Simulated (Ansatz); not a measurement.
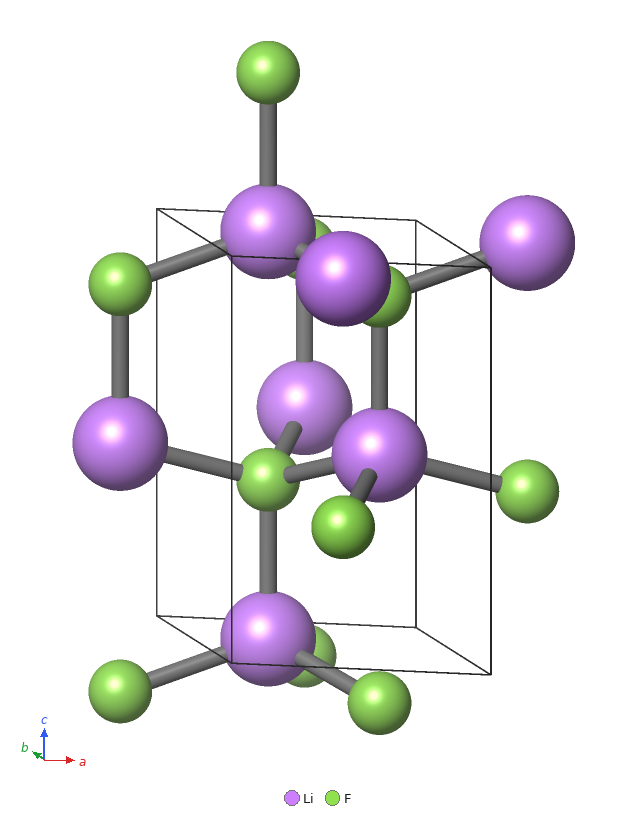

An orthographic ball-and-stick view of the structure, slightly off an axis. The frame is the conventional unit cell; atoms at its boundary are shown with their periodic copies. Atoms just outside the outline that bond to atoms inside are added.

LiF, wurtzite, space group P6_3mc (No. 186), a = 3.081 Å, b = 3.081 Å, c = 4.785 Å, α = 90.00°, β = 90.00°, γ = 120.00°. The cell started as a structure type filled with these elements by a generator (whether the compound takes this form wasn't checked). Earlier steps of the study may have refined or changed the cell and positions. It was run through Ansatz as a DFT input.

This one geometry was computed with Ansatz (DFT, plane waves, PAW) at six levels of theory: Hartree-Fock, r2SCAN, HSE06, dielectric-dependent PBE0 (fraction 1/eps_inf of PBE), LC-wPBE and LDA. It was relaxed beforehand with r2SCAN.

Which level gives the highest pressure at this volume, and what does that say about its equilibrium volume?

Highest: LC-wPBE (2.0 GPa), which points to the largest equilibrium volume. Lowest, with the smallest volume: LDA (-3.4 GPa). Levels within 0.5 GPa of each other can't be told apart.

How does the band gap change with the level of theory?

LDA: a gap of 7.53 eV, direct; r2SCAN: a gap of 8.58 eV, direct; HSE06: a gap of 10.03 eV, direct; dielectric-dependent PBE0 (fraction 1/eps_inf of PBE): a gap of 14.17 eV, direct; LC-wPBE: a gap of 15.72 eV, direct; Hartree-Fock: a gap of 19.85 eV, direct.

Collect the results in a table.

| level | cutoff (eV) | k-mesh of the run's cell | gap (eV) | pressure (GPa) |
| --- | --- | --- | --- | --- |
| Hartree-Fock | 420 | 6×6×4 | 19.85 | 0.1 |
| r2SCAN | 500 | 12×12×6 | 8.58 | 0.0 |
| HSE06 | 420 | 6×6×4 | 10.03 | 0.9 |
| dielectric-dependent PBE0 (fraction 1/eps_inf of PBE) | 420 | 6×6×4 | 14.17 | -1.4 |
| LC-wPBE | 420 | 6×6×4 | 15.72 | 2.0 |
| LDA | 420 | 12×12×6 | 7.53 | -3.4 |

Gaps are taken on the k-mesh or band path of each run.
